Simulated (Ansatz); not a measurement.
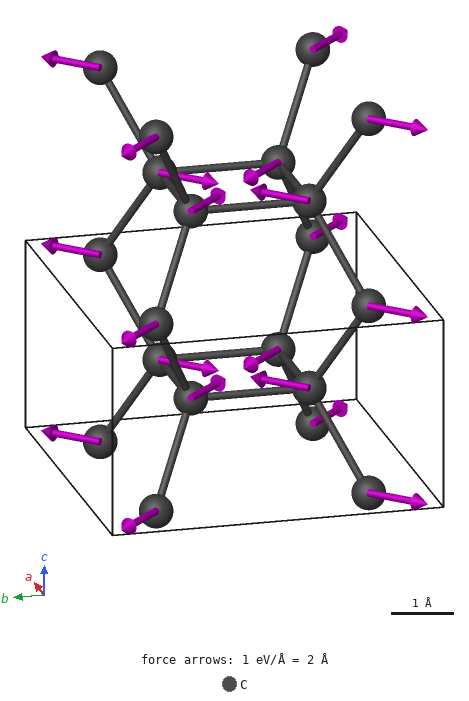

A changed version of a symmetric starting cell of C (made from another compound by putting C in place of Si), with the computed forces as purple arrows. Besides, all lengths are scaled by +3.1 % (volume +9.7 %). Style: ball-and-stick. Shown: the conventional cell (2 times the calculation's cell), repeated 1 × 1 × 2 with one cell outlined, from a free direction. Lengths and directions refer to the drawn axes.

Computed with Ansatz, DFT PBE, scalar-relativistic, plane waves, PAW. Set-up: plane-wave cutoff 420 eV; k-point mesh 10 × 10 × 10; occupations gaussian; smearing width 0.02 eV; no spin polarisation.

Q: Describe the distortion and the response.

A: The atoms keep their fractional coordinates. No relaxation follows. The starting cell wasn't computed here and needn't be at equilibrium, so pressure and forces aren't due to the change alone. Among the bonded contacts that change: C–C 1.928 → 1.989 Å, C–C 1.900 → 1.959 Å. The space group stays I4/mmm (No. 139). The pressure is −63.9 GPa (not all of it need come from the change, since the unchanged cell can be under pressure at this level too). The principal stresses (compression positive) are −67.3 GPa along c and −62.2 GPa across it. The largest forces, 0.56 eV/Å, act on 4 C atoms of the calculation's cell.
